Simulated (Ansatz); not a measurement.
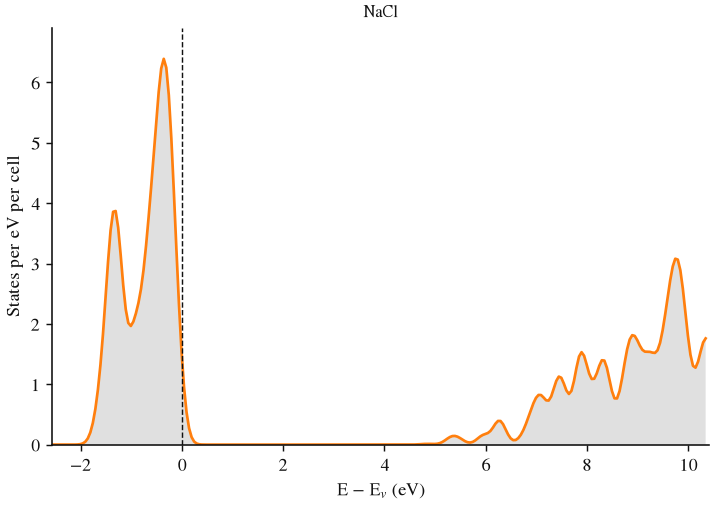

Density of states. Energies are counted from the top of the valence band. The curve is built from the levels of the k mesh with Gaussians 0.3 eV wide, which also blur the band edges.

System: NaCl, space group Fm-3m (No. 225), 2 atoms in the cell, rocksalt type, hydrostatic strain +3.0%.

```yaml
crystal:
  lattice:
    - [0.00000, 2.88678, 2.88678]
    - [2.88678, 0.00000, 2.88678]
    - [2.88678, 2.88678, 0.00000]
  atoms:
    - { symbol: Na, position: [0.00000, 0.00000, 0.00000] }
    - { symbol: Cl, position: [0.50000, 0.50000, 0.50000] }
```

Level of theory: DFT, PBE, plane waves, PAW, no spin polarisation, 8×8×8 k mesh, 420 eV cutoff; code Ansatz.

Q: Is there a gap at the Fermi level, and how wide?

A: There is a gap; over the k points computed it is 4.85 eV (direct among those points).

Q: Where is the tallest peak of the filled states in the window?

A: Within the window shown, the tallest peak of the filled states lies 0.4 eV under the valence-band top, at about 6.4 states per eV and cell.

Q: How wide is the upper valence band?

A: The upper group of valence states starts about 1.7 eV under the valence-band top, with a gap beneath it; it holds about 6 electrons a cell.
